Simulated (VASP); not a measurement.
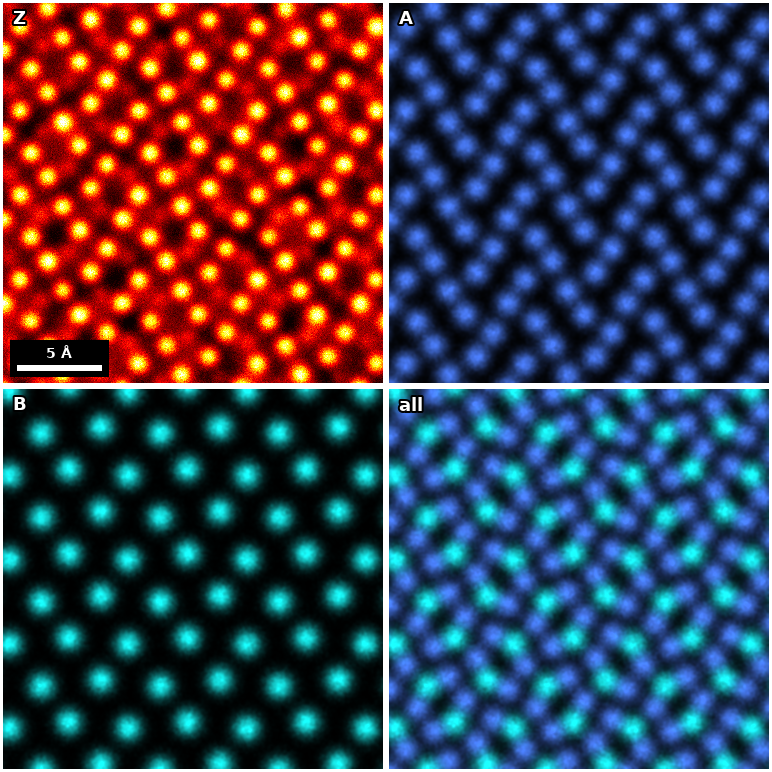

SiNi₂ (Pnma, No. 62) along [010]. Panel Z: Simulation: incoherent imaging, intensity Z^1.8 per atom, probe width 0.95 Å, thin sample. The probe carries 15 % of its weight in a tail 2.5 times as wide. Shot noise and the speckle of an amorphous layer were added. The other panels are simulated element maps (the number of atoms of one element along the beam, blurred by 1.2 Å, with counting noise; each on its own scale, no channelling); the last overlays them. Structure used: an entry of the Crystallography Open Database, as set up for an electronic-structure calculation.

```
CELL_PARAMETERS angstrom
4.99000 0.00000 0.00000
0.00000 3.72000 0.00000
0.00000 0.00000 7.03000
ATOMIC_POSITIONS crystal
Ni 0.32500 0.75000 0.93700
Ni 0.67500 0.25000 0.06300
Ni 0.17500 0.25000 0.43700
Ni 0.82500 0.75000 0.56300
Ni 0.45800 0.75000 0.29700
Ni 0.54200 0.25000 0.70300
Ni 0.04200 0.25000 0.79700
Ni 0.95800 0.75000 0.20300
Si 0.78600 0.75000 0.88600
Si 0.21400 0.25000 0.11400
Si 0.71400 0.25000 0.38600
Si 0.28600 0.75000 0.61400
```

Question: Which element does each lettered map show?

Answer: A: Ni, B: Si. The projected cell (4.99 × 7.03 Å, 90°) holds 12 columns: 8 of Ni and 4 of Si. No column is shared by two of the mapped elements.
